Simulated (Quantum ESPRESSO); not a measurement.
## Geometry relaxation, with input and output: AlN (part 2 of 2)

The same run, continued: AlN (P6₃mc, 4 atoms in the cell); Kohn-Sham DFT of a periodic cell, LDA, PseudoDojo 0.4.1 SR LDA standard, no spin polarisation (Quantum ESPRESSO 7.5); cutoff 1142.88 eV, 6×6×4 k-mesh, fermi-dirac of 0.05 eV. The structure derives from an entry of the Crystallography Open Database.

Geometry of the input (Å; fractional positions):
```
3.1130  0.0000  0.0000
-1.5565  2.6959  0.0000
0.0000  0.0000  4.9810
Al 0.6667  0.3333  0.5000
Al 0.3333  0.6667  0.0000
N  0.6667  0.3333  0.8800
N  0.3333  0.6667  0.3800
```

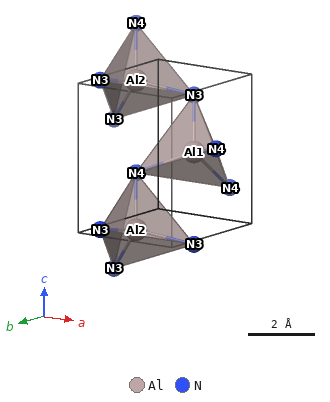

Figure 1. The geometry at step 2 of the log (polyhedral view of the cell of the calculation, seen at an oblique angle; polyhedra are completed across the faces of the cell; atoms are numbered from 1 in the order of the input).

### Log, continued
```
     iteration #  8     ecut=    84.00 Ry     beta= 0.50
     Davidson diagonalization with overlap
     ethr =  4.65E-08,  avg # of iterations =  1.3

     total energy              =     -51.37324251 Ry
     estimated scf accuracy    <       0.00000083 Ry

     iteration #  9     ecut=    84.00 Ry     beta= 0.50
     Davidson diagonalization with overlap
     ethr =  5.18E-09,  avg # of iterations =  2.1

     total energy              =     -51.37324269 Ry
     estimated scf accuracy    <       0.00000002 Ry

     iteration # 10     ecut=    84.00 Ry     beta= 0.50
     Davidson diagonalization with overlap
     ethr =  1.37E-10,  avg # of iterations =  3.8

     total energy              =     -51.37324270 Ry
     estimated scf accuracy    <          1.2E-09 Ry

     iteration # 11     ecut=    84.00 Ry     beta= 0.50
     Davidson diagonalization with overlap
     ethr =  7.44E-12,  avg # of iterations =  2.0

     End of self-consistent calculation

          k = 0.0000 0.0000 0.0781 (  3669 PWs)   bands (ev):

    -8.1327  -6.0977   0.9891   5.9807   5.9807   6.4445   6.5891   6.5891
    11.3333  13.3994  17.1610  17.7691  17.7691  19.2310

          k = 0.0000 0.0000 0.2344 (  3676 PWs)   bands (ev):

    -7.6626  -6.8528   2.4589   4.5648   6.1521   6.1521   6.4041   6.4041
    12.6704  13.4865  16.7848  17.5263  17.8623  17.8624

          k = 0.0000 0.1925 0.0781 (  3679 PWs)   bands (ev):

    -7.7817  -5.8897   1.3659   4.5723   5.1917   5.5922   6.4922   6.5258
    12.3991  14.4382  15.7552  16.4536  18.6170  18.6907

          k = 0.0000 0.1925 0.2344 (  3681 PWs)   bands (ev):

    -7.3347  -6.5763   2.5376   4.0297   5.1309   5.8337   5.8863   6.2047
    13.1435  14.1708  15.6400  16.3458  18.1313  18.6273

          k = 0.0000 0.3849 0.0781 (  3669 PWs)   bands (ev):

    -6.8729  -5.4998   1.9478   2.7819   3.4262   5.0041   5.9748   6.2105
    12.7101  13.3634  15.0320  16.8845  18.1073  18.1851

          k = 0.0000 0.3849 0.2344 (  3671 PWs)   bands (ev):

    -6.5155  -5.9513   1.8270   2.3867   4.5193   5.3140   5.7702   5.8082
    12.3332  13.0610  15.7976  16.6673  17.9551  18.6608

          k = 0.0000-0.5774 0.0781 (  3654 PWs)   bands (ev):

    -6.1347  -5.4664   1.2369   2.4014   3.6667   4.7582   5.2202   6.0623
    12.2175  12.5355  15.3428  16.6391  17.7526  18.8764

          k = 0.0000-0.5774 0.2344 (  3674 PWs)   bands (ev):

    -5.9212  -5.6392   1.0370   1.4854   4.8716   5.0890   5.6218   5.7124
    11.7061  12.4418  15.6953  16.4072  17.9972  18.8231

          k = 0.1667 0.2887 0.0781 (  3675 PWs)   bands (ev):

    -7.1454  -5.5830   1.9967   3.3938   3.5937   5.0096   5.8543   6.2536
    13.4931  14.0999  15.3511  15.8408  17.7227  18.3229

          k = 0.1667 0.2887 0.2344 (  3670 PWs)   bands (ev):

    -6.7542  -6.1180   2.2998   2.9346   4.6628   4.8874   5.4771   6.0095
    13.2900  13.7012  15.9516  16.1092  17.8363  18.2662

          k = 0.1667 0.4811 0.0781 (  3665 PWs)   bands (ev):

    -6.2114  -5.4051   1.7389   2.6058   3.5518   4.0684   5.2008   5.5235
    12.4876  13.8913  15.4092  16.5822  17.5168  18.5428

          k = 0.1667 0.4811 0.2344 (  3660 PWs)   bands (ev):

    -5.9692  -5.6312   1.5212   1.8812   3.8738   4.5191   5.2953   6.0118
    12.6479  13.4192  15.6406  16.3045  17.5378  18.1462

          k = 0.3333 0.5774 0.0781 (  3657 PWs)   bands (ev):

    -5.6046  -5.6046   2.0249   2.7480   2.7480   4.2151   4.7217   4.7217
    11.9723  15.0255  16.0508  16.0508  18.2588  18.2588

          k = 0.3333 0.5774 0.2344 (  3660 PWs)   bands (ev):

    -5.5688  -5.5688   2.0404   2.0404   2.5219   3.3901   5.8080   5.8080
    13.3790  14.6359  14.7922  14.7922  18.4804  18.4804

     the Fermi energy is     9.0946 ev

!    total energy              =     -51.37324270 Ry
     estimated scf accuracy    <          7.4E-12 Ry
     smearing contrib. (-TS)   =       0.00000000 Ry
     internal energy E=F+TS    =     -51.37324270 Ry

     The total energy is F=E-TS. E is the sum of the following terms:
     one-electron contribution =      -2.13670106 Ry
     hartree contribution      =      11.23510402 Ry
     xc contribution           =     -16.98519739 Ry
     ewald contribution        =     -43.48644828 Ry

     convergence has been achieved in  11 iterations

     Forces acting on atoms (cartesian axes, Ry/au):

     atom    1 type  1   force =     0.00000000    0.00000000   -0.00449012
     atom    2 type  1   force =    -0.00000000   -0.00000000   -0.00449012
     atom    3 type  2   force =     0.00000000   -0.00000000    0.00449012
     atom    4 type  2   force =     0.00000000    0.00000000    0.00449012

     Total force =     0.008980     Total SCF correction =     0.000000

     Computing stress (Cartesian axis) and pressure

          total   stress  (Ry/bohr**3)                   (kbar)     P=      -58.51
  -0.00043747   0.00000000   0.00000000          -64.35        0.00        0.00
   0.00000000  -0.00043747   0.00000000            0.00      -64.35        0.00
   0.00000000   0.00000000  -0.00031820            0.00        0.00      -46.81

=------------------------------------------------------------------------------=
   JOB DONE.
=------------------------------------------------------------------------------=
```

### File dynmat_lo.out
```
This program is part of the open-source Quantum ESPRESSO suite
     for quantum simulation of materials; please cite
         "P. Giannozzi et al., J. Phys.:Condens. Matter 21 395502 (2009);
         "P. Giannozzi et al., J. Phys.:Condens. Matter 29 465901 (2017);
         "P. Giannozzi et al., J. Chem. Phys. 152 154105 (2020);
          URL
     in publications or presentations arising from this work. More details at

     Reading Dynamical Matrix from file dyn
     ...Force constants read
     ...epsilon and Z* read
     Acoustic Sum Rule: || Z*(ASR) - Z*(orig)|| =    2.656684E-02
     Acoustic Sum Rule: ||dyn(ASR) - dyn(orig)||=    2.884997E-05

     Polarizability (A^3 units)
     multiply by 0.461082 for Clausius-Mossotti correction
        11.488649   -0.000000    0.000000
        -0.000000   11.488649    0.000000
         0.000000   -0.000000   12.015835

     IR activities are in (D/A)^2/amu units

# mode   [cm-1]    [THz]      IR
    1     -0.00   -0.0000    0.0000
    2      0.00    0.0000    0.0000
    3      0.00    0.0000    0.0000
    4    242.04    7.2561    0.0000
    5    242.04    7.2561    0.0000
    6    538.83   16.1536    0.0000
    7    640.67   19.2069    0.0000
    8    640.67   19.2069    0.0000
    9    654.33   19.6163   31.7561
   10    654.33   19.6163   31.7561
   11    713.18   21.3805    0.0000
   12    869.29   26.0606   35.7558

=------------------------------------------------------------------------------=
   JOB DONE.
=------------------------------------------------------------------------------=
```

### Trajectory as extended XYZ (Å, eV, eV/Å), 4 frames, from step=0 to step=3
```
4
Lattice="3.1130 0.0000 0.0000 -1.5565 2.6959 0.0000 0.0000 0.0000 4.9810" Properties=species:S:1:pos:R:3:forces:R:3 step=0 energy=-698.96857
Al    1.5565    0.8986    2.4905    0.0000   0.0000  -0.1154
Al    0.0000    1.7973    0.0000    0.0000   0.0000  -0.1154
N     1.5565    0.8986    4.3833    0.0000   0.0000   0.1154
N     0.0000    1.7973    1.8928    0.0000   0.0000   0.1154
4
Lattice="3.1130 0.0000 0.0000 -1.5565 2.6959 0.0000 0.0000 0.0000 4.9810" Properties=species:S:1:pos:R:3:forces:R:3 step=1 energy=-698.96938
Al    1.5565    0.8986    2.4881    0.0000   0.0000  -0.0552
Al    0.0000    1.7973   -0.0024    0.0000   0.0000  -0.0552
N     1.5565    0.8986    4.3857    0.0000   0.0000   0.0552
N     0.0000    1.7973    1.8952    0.0000   0.0000   0.0552
4
Lattice="3.1130 0.0000 0.0000 -1.5565 2.6959 0.0000 0.0000 0.0000 4.9810" Properties=species:S:1:pos:R:3:forces:R:3 step=2 energy=-698.96963
Al    1.5565    0.8986    2.4859    0.0000   0.0000  -0.0014
Al    0.0000    1.7973   -0.0046    0.0000   0.0000  -0.0014
N     1.5565    0.8986    4.3878    0.0000   0.0000   0.0014
N     0.0000    1.7973    1.8973    0.0000   0.0000   0.0014
4
Lattice="3.1130 0.0000 0.0000 -1.5565 2.6959 0.0000 0.0000 0.0000 4.9810" Properties=species:S:1:pos:R:3:forces:R:3 step=3 energy=-698.96963
Al    1.5565    0.8986    2.4859    0.0000   0.0000   0.0000
Al    0.0000    1.7973   -0.0046    0.0000   0.0000   0.0000
N     1.5565    0.8986    4.3879    0.0000   0.0000   0.0000
N     0.0000    1.7973    1.8974    0.0000   0.0000   0.0000
```

### Summary

```json
{"quantity": "outcome", "value": "converged"}
{"quantity": "space group (tolerance 0.01 Å)", "value": "P6₃mc (186)"}
{"quantity": "electrons treated", "value": "16"}
{"quantity": "free energy", "value": "−698.9696 eV"}
{"quantity": "Fermi energy", "value": "9.087 eV"}
{"quantity": "gap on the k-point mesh", "value": "4.76 eV"}
{"quantity": "pressure", "value": "−5.89 GPa"}
{"quantity": "final volume", "value": "41.80 Å³"}
{"quantity": "largest force (length of the vector) at the end", "value": "under 0.001 eV/Å"}
{"quantity": "final cell", "value": "a = 3.113 Å, b = 3.113 Å, c = 4.981 Å, α = 90.00°, β = 90.00°, γ = 120.00°"}
{"quantity": "ε∞ (xx, yy, zz)", "value": "4.45, 4.45, 4.61"}
{"quantity": "Born charges (mean of the diagonal)", "value": "N3, N4 (−2.58 e); Al1, Al2 (2.56 e)"}
{"quantity": "hardware", "value": "1 thread of Arm Neoverse V2, 24 GiB of memory available, shared host"}
{"quantity": "wall time", "value": "4.1 min"}
{"quantity": "peak memory", "value": "0.07 GiB"}
```

### Notes

The record of the run, not the program, notes: SCF correction compared to forces is large. The cell is under a tension of 5.9 GPa at this level, so it is not at its equilibrium volume.
